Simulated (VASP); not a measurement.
# BeS: exact exchange and RPA correlation, part 6 of 6

Wanted: where the RPA puts the energy minimum of BeS. The scan starts from a database cell, scaled to the smallest volume of the series. The cell is of the zinc-blende type, one of the forms listed for this formula. The start is a cell from a database of measured crystal structures.

VASP 6.6.1, plane waves and PAW; the level of theory is named at each step.

So far. Step 31 (Exact exchange, volume ratio 1.06): The Hartree-Fock energy on these orbitals is -7.7936 eV an atom. Step 32 (Empty bands, volume ratio 1.06): WAVECAR now holds 464 bands for 8 electrons.

The database entry behind the starting cell differs from later determinations by our own check (0.1 to 0.3 % short, probably kX units), so it need not match the best structure at ambient conditions.

## Step 33: RPA correlation, volume ratio 1.06

This step: RPA correlation on PBE orbitals; plane waves and PAW (S_GW, Be_GW) (VASP 6.6.1).

RPA correlation at this point.

INCAR reads:

```
SYSTEM = BeS
PREC = Accurate
ENCUT = 350
ISMEAR = 0
SIGMA = 0.05
LREAL = .FALSE.
GGA = PE
NBANDS = 464
ALGO = ACFDT
ENCUTGW = 200
NOMEGA = 12
PRECFOCK = Fast
LWAVE = .FALSE.
LCHARG = .FALSE.
```

POSCAR reads:

```
BeS
1.0
    0.0000000000      2.4725610944      2.4725610944
    2.4725610944      0.0000000000      2.4725610944
    2.4725610944      2.4725610944      0.0000000000
S Be
1 1
Direct
    0.7500000000      0.7500000000      0.7500000000
    0.0000000000      0.0000000000      0.0000000000
```

KPOINTS reads:

```
Automatic mesh
0
Gamma
4 4 4
0 0 0
```

The projector-augmented-wave data sets are S_GW and Be_GW (PBE family, release 64).

Run with:

```sh
mpirun -np 8 vasp_std
```

The log of the run:

```text
[banner, memory and clock lines left out]
running    8 mpi-ranks, on    1 nodes
[...]
[... a notice as in an earlier step ...]

 LDA part: xc-table for (Slater+PW92), standard interpolation
 found WAVECAR, reading the header
 POSCAR, INCAR and KPOINTS ok, starting setup
[...]
reading WAVECAR
 the WAVECAR file was read successfully
 initial charge from wavefunction
 available memory per node:    113.95 GB, setting MAXMEM to    116681

 The Fermi energy was updated, please check that it is located mid-gap
 values below the HOMO (VB) or above the LUMO (CB) will cause erroneous energies
 E-fermi :   4.8582

 the WAVEDER file was read successfully
 set NWRITE>2 for more details about minimax calculation
 number of imaginary grid points requested:      12
 number of distinct grids requested:  1
 quadrature errors minimized for energies in [ 0.322E+01, 0.356E+03 ]
 bosonic grid (T=0, re) determined with error: 0.3659E-08
 bosonic grid (re): 0.3659E-08
[...]
NQ=   2    0.2500    0.0000    0.0000,
|.........|.........|.........|.........
 performed       2826000 updates of chi_q(r,r)
 total number of BLAS operations        791.46 Gflops
NQ=   3    0.5000    0.0000    0.0000,
|.........|.........|.........|.........
 performed       4239000 updates of chi_q(r,r)
 total number of BLAS operations       1157.74 Gflops
NQ=   4    0.2500    0.2500    0.0000,
|.........|.........|.........|.........
 performed       5652000 updates of chi_q(r,r)
 total number of BLAS operations       1619.03 Gflops
NQ=   5    0.5000    0.2500    0.0000,
|.........|.........|.........|.........
 performed       7065000 updates of chi_q(r,r)
 total number of BLAS operations       2035.77 Gflops
NQ=   6   -0.2500    0.2500    0.0000,
|.........|.........|.........|.........
 performed       8478000 updates of chi_q(r,r)
 total number of BLAS operations       2470.07 Gflops
NQ=   7    0.5000    0.5000    0.0000,
|.........|.........|.........|.........
 performed       9891000 updates of chi_q(r,r)
 total number of BLAS operations       2878.17 Gflops
NQ=   8   -0.2500    0.5000    0.2500,
|.........|.........|.........|.........
 performed      11304000 updates of chi_q(r,r)
 total number of BLAS operations       3330.37 Gflops
 entering main loop
```

Run time: 15 s. Hardware: 8 MPI ranks of Intel Xeon 6975P-C (Granite Rapids), shared host; peak memory 1.2 GiB; 1.9 min of CPU time.

OUTCAR, selected parts (step 33):

```text
      cutoff energy     smooth cutoff   RPA   correlation   Hartree contr. to MP2
---------------------------------------------------------------------------------
            200.000           160.000      -11.5066609679      -17.5692678038
            190.476           152.381      -11.4489787067      -17.5062475393
            181.406           145.125      -11.3863242681      -17.4375290327
            172.768           138.214      -11.3198900331      -17.3643740389
            164.541           131.632      -11.2491174647      -17.2860081518
            156.705           125.364      -11.1727707181      -17.2010478136
            149.243           119.394      -11.0910956859      -17.1096853365
            142.136           113.709      -11.0060472614      -17.0139174912
  linear regression

[... 2 parts as in an earlier step ...]

[... 2 further parts left out ...]
[key lines of the parts left out:]
E-fermi :   4.8582
```

Extrapolated by the program to an infinite response cutoff, the correlation energy is -6.1273 eV an atom, +12 meV against the point before. With exact exchange the total is -13.9208 eV an atom.

## Step 34: Comparison: r2SCAN, volume ratio 1.06

This step: r2SCAN; plane waves and PAW (S_GW, Be_GW) (VASP 6.6.1).

The comparison at this point.

INCAR reads:

```
SYSTEM = BeS
PREC = Accurate
ENCUT = 350
EDIFF = 1E-06
NELM = 100
ISMEAR = 0
SIGMA = 0.05
LREAL = .FALSE.
ALGO = Normal
METAGGA = R2SCAN
LASPH = .TRUE.
NBANDS = 10
LWAVE = .FALSE.
LCHARG = .FALSE.
KPAR = 8
```

POSCAR is that of step 33.

KPOINTS is that of step 33.

Run with:

```sh
mpirun -np 8 vasp_std
```

The log of the run:

```text
[... set-up lines as in an earlier step ...]
 entering main loop
       N       E                     dE             d eps       ncg     rms          rms(c)
DAV:   1     0.557651219477E+01    0.55765E+01   -0.32644E+03   160   0.560E+02
DAV:   2    -0.153447256282E+02   -0.20921E+02   -0.19349E+02   216   0.948E+01
DAV:   3    -0.162148241903E+02   -0.87010E+00   -0.86835E+00   222   0.201E+01
DAV:   4    -0.162288658574E+02   -0.14042E-01   -0.14041E-01   224   0.222E+00
[...]
DAV:  10    -0.146717225797E+02   -0.13295E-04   -0.64754E-05   190   0.610E-02    0.546E-03
DAV:  11    -0.146717252286E+02   -0.26489E-05   -0.50325E-06   238   0.134E-02    0.173E-03
DAV:  12    -0.146717262207E+02   -0.99210E-06   -0.19739E-07   106   0.380E-03
   1 F= -.14671726E+02 E0= -.14671726E+02  d E =-.268994E-11
```

Wall time 3.8 s (8 MPI ranks); peak memory 1 GiB.

Parts of OUTCAR (step 34):

```text
  Total       -0.6740785     -0.6740785     -0.6740785     -0.0000000      0.0000000     -0.0000000
  in kB      -35.7231667    -35.7231667    -35.7231667     -0.0000000      0.0000000     -0.0000000
  external PRESSURE =     -35.7231667 kB  Pullay stress =       0.0000000 kB

 POSITION                                       TOTAL-FORCE (eV/Angst)
 -----------------------------------------------------------------------------------
      3.70884      3.70884      3.70884        -0.000000     -0.000000      0.000000
      0.00000      0.00000      0.00000         0.000000      0.000000     -0.000000
 -----------------------------------------------------------------------------------
    total drift:                               -0.000001     -0.000001     -0.000001

  FREE ENERGIE OF THE ION-ELECTRON SYSTEM (eV)
  ---------------------------------------------------
  free  energy   TOTEN  =       -14.6717262207 eV

  energy  without entropy=      -14.6717262207  energy(sigma->0) =      -14.67172622

[... 2 parts as in an earlier step ...]

[... 1 further part left out ...]
[key lines of the parts left out:]
E-fermi :   3.2548
```

Its energy is -7.3359 eV an atom, on a zero of its own.

## Step 35: Orbitals for comparison: HSE06, volume ratio 1.06

This step: PBE; plane waves and PAW (S_GW, Be_GW) (VASP 6.6.1).

Starting orbitals, as before.

INCAR reads:

```
SYSTEM = BeS
PREC = Accurate
ENCUT = 350
EDIFF = 1E-05
NELM = 100
ISMEAR = 0
SIGMA = 0.05
LREAL = .FALSE.
ALGO = Normal
GGA = PE
NBANDS = 10
LORBIT = 11
LWAVE = .TRUE.
LCHARG = .FALSE.
KPAR = 8
```

POSCAR is that of step 34.

KPOINTS is that of step 34.

Run with:

```sh
mpirun -np 8 vasp_std
```

The log of the run:

```text
[... set-up lines as in an earlier step ...]
 entering main loop
       N       E                     dE             d eps       ncg     rms          rms(c)
[... 10 cycles as in an earlier step ...]
DAV:  11    -0.989230534452E+01   -0.49018E-05   -0.88294E-06   174   0.187E-02
   1 F= -.98923053E+01 E0= -.98923053E+01  d E =-.324439E-17
 writing wavefunctions
```

It took 1.2 s on 8 MPI ranks; peak memory 0.96 GiB.

From OUTCAR (step 35):

```text
  Total       -0.5675162     -0.5675162     -0.5675162     -0.0000000     -0.0000000     -0.0000000
  in kB      -30.0758413    -30.0758413    -30.0758413     -0.0000000     -0.0000000     -0.0000000
  external PRESSURE =     -30.0758413 kB  Pullay stress =       0.0000000 kB

 POSITION                                       TOTAL-FORCE (eV/Angst)
 -----------------------------------------------------------------------------------
      3.70884      3.70884      3.70884         0.000000      0.000000      0.000000
      0.00000      0.00000      0.00000        -0.000000     -0.000000     -0.000000
 -----------------------------------------------------------------------------------
    total drift:                               -0.000000     -0.000000     -0.000000

  FREE ENERGIE OF THE ION-ELECTRON SYSTEM (eV)
  ---------------------------------------------------
  free  energy   TOTEN  =        -9.8923053445 eV

  energy  without entropy=       -9.8923053445  energy(sigma->0) =       -9.89230534

[... 2 parts as in an earlier step ...]

[... 1 further part left out ...]
[key lines of the parts left out:]
E-fermi :   3.5402
```

The run ends at a pressure of -3.01 GPa.

## Step 36: Comparison: HSE06, volume ratio 1.06

This step: HSE06; plane waves and PAW (S_GW, Be_GW) (VASP 6.6.1).

The comparison at this point.

INCAR reads:

```
SYSTEM = BeS
PREC = Accurate
ENCUT = 350
EDIFF = 1E-06
NELM = 100
ISMEAR = 0
SIGMA = 0.05
LREAL = .FALSE.
ALGO = Normal
LHFCALC = .TRUE.
AEXX = 0.25
GGA = PE
HFSCREEN = 0.2
LASPH = .TRUE.
NBANDS = 10
PRECFOCK = Fast
LWAVE = .FALSE.
LCHARG = .FALSE.
KPAR = 8
```

POSCAR is that of step 35.

KPOINTS is that of step 35.

The run starts from files that an earlier step left in the folder.

Run with:

```sh
mpirun -np 8 vasp_std
```

The log of the run:

```text
[... set-up lines as in an earlier step ...]
 entering main loop
       N       E                     dE             d eps       ncg     rms          rms(c)
DAV:   1    -0.112702249379E+02   -0.11270E+02   -0.18727E-01   176   0.259E+00    0.189E-01
DAV:   2    -0.112714646981E+02   -0.12398E-02   -0.53513E-03   204   0.528E-01    0.137E-01
DAV:   3    -0.112711910593E+02    0.27364E-03   -0.36962E-04   208   0.132E-01    0.855E-02
DAV:   4    -0.112710899458E+02    0.10111E-03   -0.73876E-05   190   0.514E-02    0.517E-02
DAV:   5    -0.112710562992E+02    0.33647E-04   -0.18715E-05   224   0.275E-02    0.310E-02
DAV:   6    -0.112710448713E+02    0.11428E-04   -0.49197E-06   228   0.153E-02    0.184E-02
DAV:   7    -0.112710409381E+02    0.39332E-05   -0.16508E-06   170   0.902E-03    0.108E-02
DAV:   8    -0.112710395135E+02    0.14246E-05   -0.46425E-07   100   0.534E-03    0.649E-03
DAV:   9    -0.112710390750E+02    0.43853E-06   -0.30419E-07   100   0.397E-03
   1 F= -.11271039E+02 E0= -.11271039E+02  d E =-.804309E-18
```

It took 6 s on 8 MPI ranks; peak memory 1.7 GiB.

OUTCAR, selected parts (step 36):

```text
 POSITION                                       TOTAL-FORCE (eV/Angst)
 -----------------------------------------------------------------------------------
      3.70884      3.70884      3.70884        -0.000000     -0.000000     -0.000000
      0.00000      0.00000      0.00000         0.000000      0.000000      0.000000
 -----------------------------------------------------------------------------------
    total drift:                                0.000001      0.000000      0.000000

  FREE ENERGIE OF THE ION-ELECTRON SYSTEM (eV)
  ---------------------------------------------------
  free  energy   TOTEN  =       -11.2710390750 eV

  energy  without entropy=      -11.2710390750  energy(sigma->0) =      -11.27103907

[... 2 parts as in an earlier step ...]

[... 1 further part left out ...]
[key lines of the parts left out:]
E-fermi :   2.8632
```

Its energy is -5.6355 eV an atom, on a zero of its own.

## Step 37: Summary

This step: exact exchange and RPA correlation on PBE orbitals, beside r2SCAN, beside HSE06; plane waves and PAW (VASP 6.6.1).

Derived from the runs above.

This step gave:

| Item | Value |
| --- | --- |
| equilibrium volume, EXX+RPA | 14.34 Å³/atom |
| bulk modulus | 98.86 GPa |

Table of energy above the lowest point by volume; values in meV/atom:

| volume (Å³/atom) | PBE | EXX | EXX+RPA | r2SCAN | HSE06 |
| --- | --- | --- | --- | --- | --- |
| 13.405 | 33.0 | 64.4 | 20.7 | 30.7 | 22.2 |
| 13.833 | 13.1 | 33.1 | 5.81 | 11.3 | 6.44 |
| 14.261 | 2.45 | 12.8 | 0 | 1.39 | 0 |
| 14.688 | 0 | 2.21 | 2.34 | 0 | 1.82 |
| 15.116 | 4.59 | 0 | 11.8 | 5.87 | 10.6 |

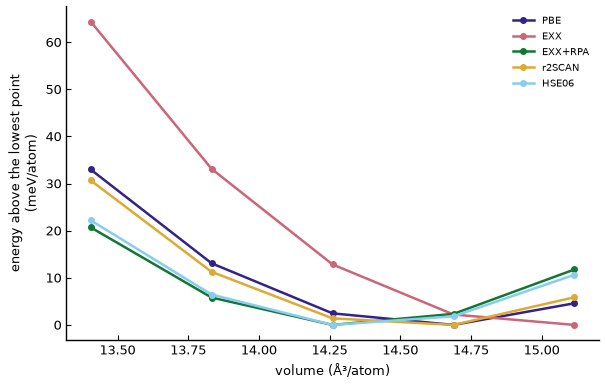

Energy above the lowest point, plotted against volume.

Cost is wall time times ranks on a shared host; the EXX and RPA rows hold the orbitals run too, the hybrid row not its starting run, and runs of a few seconds are mostly start-up. Fits of the equation of state:

| level | V0 (Å³/atom) | B0 (GPa) | fit error (meV/atom) | minimum inside the series | cost a point (core minutes) |
| --- | --- | --- | --- | --- | --- |
| PBE | 14.62 | 92.64 | 0.009704 | yes | 0.18 |
| EXX | 15.02 | 100.1 | 0.005787 | yes | 0.43 |
| EXX+RPA | 14.34 | 98.86 | 0.01367 | yes | 2.32 |
| r2SCAN | 14.55 | 97.37 | 0.01868 | yes | 0.48 |
| HSE06 | 14.37 | 98.71 | 0.01953 | yes | 0.74 |

## Step 38: What came out

```
PBE     : V0 14.62 Å³/atom, B0 92.6 GPa
EXX     : V0 15.02 Å³/atom, B0 100 GPa
EXX+RPA : V0 14.34 Å³/atom, B0 98.9 GPa
r2SCAN  : V0 14.55 Å³/atom, B0 97.4 GPa
HSE06   : V0 14.37 Å³/atom, B0 98.7 GPa
```

What this shows: Exact exchange with RPA correlation puts the minimum at 14.34 Å³ an atom, with a bulk modulus of 98.9 GPa. PBE puts the volume 1.9 % above EXX+RPA, at roughly 1/13 of its cost. r2SCAN puts the volume 1.4 % above EXX+RPA, at roughly 1/5 of its cost. HSE06 puts the volume 0.20 % above EXX+RPA, at roughly 1/3 of its cost. Correlation shrinks the exact-exchange volume by 4.5 %. Mesh, ENCUT and response cutoff weren't varied, and the extrapolation in the response cutoff changes with the volume, so small differences in volume between the levels aren't resolved. Exact exchange and correlation are taken on one coarse mesh and aren't self-consistent; the correlation energy is extrapolated in the response cutoff by the program, which at the first volume adds -387 meV an atom to the value at the highest cutoff and varies with the volume; a small fit error says nothing about that part. NBANDS follows the largest plane-wave count of any k point, which rises in steps with the volume. The cheaper functionals share the mesh, and the fits are third-order Birch-Murnaghan curves. Not tabulated here, as repeats of values shown or as unfit to read for their mesh, reference level or band range: eps2 curves (empty bands); eps1 curves and static values (empty bands); gaps (empty bands).

[Lines on the potential files, build, host, timing and source positions are cut from VASP's logs without a mark.]

[Logs are printed without paths, hosts, clocks, repeated set-up lines and the standing remarks that a program may print on its own settings, such as how far it seeks lower states.]

[Hosts, paths, dates, database ids (printed as entryN), source tags and the programs' standing remarks are cut or masked in the printed files.]

[Pressures printed for these runs are not shown converged in the cutoff: they can be off by several GPa and have the wrong sign.]
